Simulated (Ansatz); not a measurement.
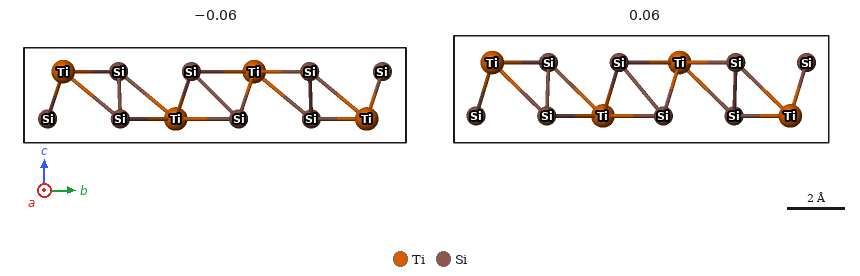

Crystalline TiSi2 (set up in Cmcm), under uniaxial strain along c (a, b and atoms relaxed), with energies (extrapolated to zero smearing) counted from the relaxed crystal, which is the row at zero. The picture shows the first and the last member. The picture is a ball-and-stick view of the cell of the calculation, seen along the a axis.

Computed with Ansatz 0.2.0: DFT PBEsol, scalar-relativistic, plane waves, PAW. Settings: plane-wave cutoff 420 eV; k-point mesh 10 × 4 × 10; occupations gaussian; smearing width 0.1 eV; no spin polarisation; force threshold 0.008 eV/Å.

```
strain  energy (meV/atom)  a (Å)   b (Å)  c (Å)
 −0.06              45.00  3.608  13.485  3.342
 −0.04              19.76  3.573  13.437  3.413
 −0.02               4.79  3.543  13.392  3.485
   0.0               0.00  3.517  13.348  3.556
  0.02               4.82  3.494  13.303  3.627
  0.04                  ?      ?       ?      ?
  0.06              39.36  3.449  13.223  3.769
```

Question: Fill in the missing row.

Answer: A parabola through three neighbouring rows (0.0, 0.02, 0.06) gives, with Lagrange weights, (−0.3333)(0.00) + (1.0000)(4.82) + (0.3333)(39.36) = 17.94 meV/atom. The calculation gives 18.35 meV/atom (a = 3.472 Å, b = 13.262 Å, c = 3.698 Å). The estimate is 0.41 meV/atom too low. From the first member to the last: Si–Ti 2.860 → 2.742 Å, Si–Ti 2.520 → 2.618 Å, Si–Si 2.460 → 2.555 Å.

The whole series:

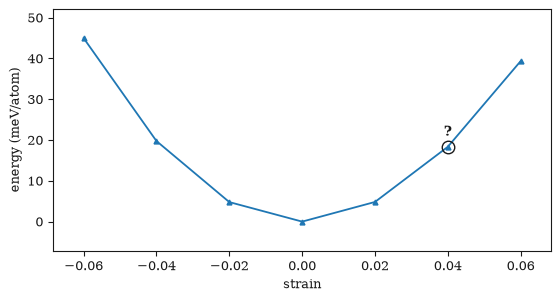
